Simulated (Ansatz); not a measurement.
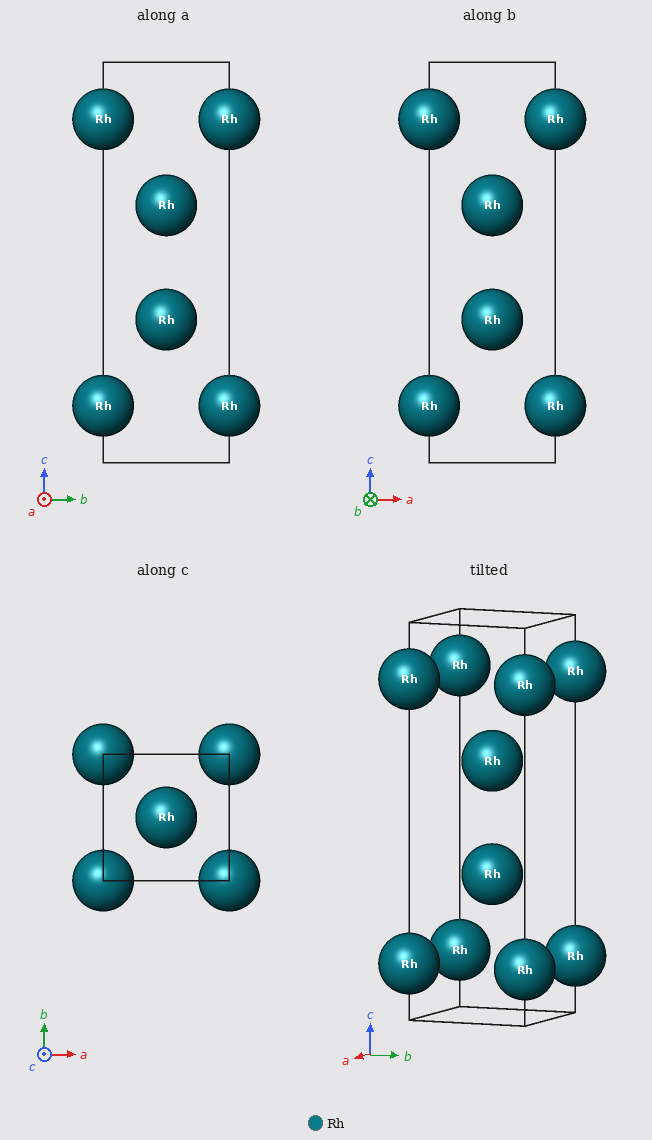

A spheres-only rendering, viewed along the a axis, along the b axis, along the c axis and slightly off an axis. The box is the conventional unit cell; atoms on or close to its faces, edges and corners are drawn wherever they repeat.

Lattice parameters: a = 2.691 Å, b = 2.691 Å, c = 8.542 Å, α = 90.00°, β = 90.00°, γ = 90.00°.

Q: Give the atomic positions as a table of Wyckoff sites, with free fractional coordinates to two decimals.

A: Space group I4/mmm (No. 139).
```
atom  site     x     y     z
  Rh    4e  0.50  0.50  0.36
```

Its origin is a structure type filled with this element by a generator (whether the element takes this form wasn't checked). The geometry was optimised with DFT PBE, scalar-relativistic, plane waves, PAW in Ansatz 0.2.0.
